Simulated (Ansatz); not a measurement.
Given this structure, coordinates from a relaxation with DFT, PBE, plane waves (420 eV) with PAW, scalar-relativistic (Ansatz 0.2.0); the starting structure was generated, so it need not be a known form of this composition, written in its standard cell:

```
Zn
1.0
     3.13137    0.00000    0.00000
     0.00000    3.13137    0.00000
     0.00000    0.00000    3.13137
Zn
2
Direct
  0.00000 0.00000 0.00000
  0.50000 0.50000 0.50000
```

> What does the kinematic electron diffraction pattern along [210] look like at 120 kV (B = 1 Å²)?

The spots form a centred rectangular net whose two shortest vectors correspond to d = 1.57 Å and 1.28 Å, 65.9° apart. They are 0 0 2 and 1 -2 1. The pattern has symmetry 2mm. The lattice centring (I) removes all reflections that break h + k + l = 2n.

Strongest reflections with d > 0.80 Å, one of each family (|F|² from tabulated Gaussian fits of the electron scattering factors, times a small damping for the curvature of the Ewald sphere):

| hkl | d (Å) | I (strongest = 100) |
| --- | --- | --- |
| 0 0 2 | 1.566 | 100 |
| 1 -2 1 | 1.278 | 61 |
| 1 -2 3 | 0.837 | 15 |

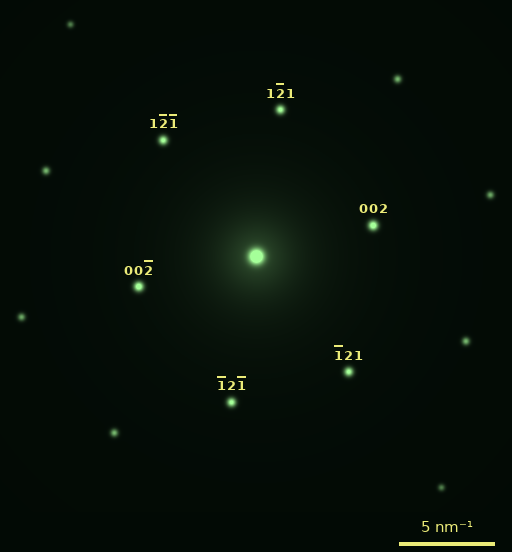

Calculated pattern, seen from the source side with [210] pointing towards the source.
